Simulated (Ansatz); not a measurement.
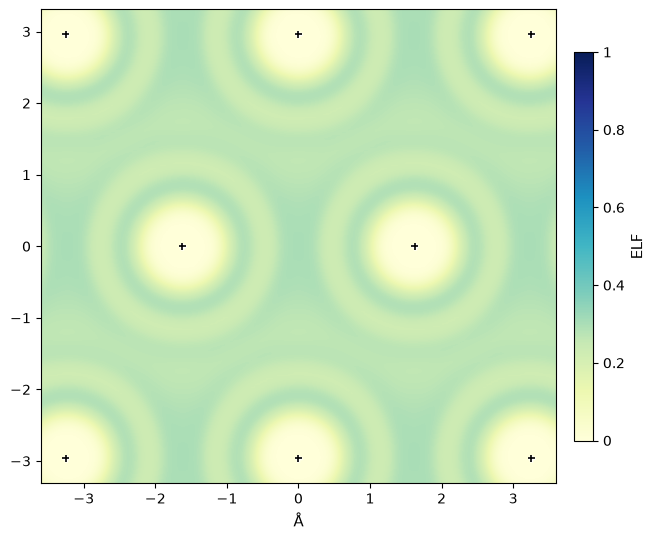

The electron localisation function on a plane through atoms (crosses mark nuclei in the plane).

The calculation used Kohn-Sham DFT of a periodic cell, PBE0, Ansatz PAW (Ansatz).

Candidates:
A. CdSe, a = 5.67 Å, b = 5.67 Å, c = 5.67 Å, α = 90.00°, β = 90.00°, γ = 90.00°. Space group Fm-3m; a structure from a database of computed crystals, not necessarily the ambient phase.
B. In, a = 3.25 Å, b = 3.25 Å, c = 4.95 Å, α = 90.00°, β = 90.00°, γ = 90.00°. Space group I4/mmm.

> Which system is this?

Candidate B: In on the (101̄) plane of the conventional cell, which holds In. In–In (3.25 Å): the ELF is about 0.30 at the midpoint: no localised pair shows between them. In–In (3.38 Å): the ELF is about 0.25 at the midpoint (no shared electron pair shows on this line).
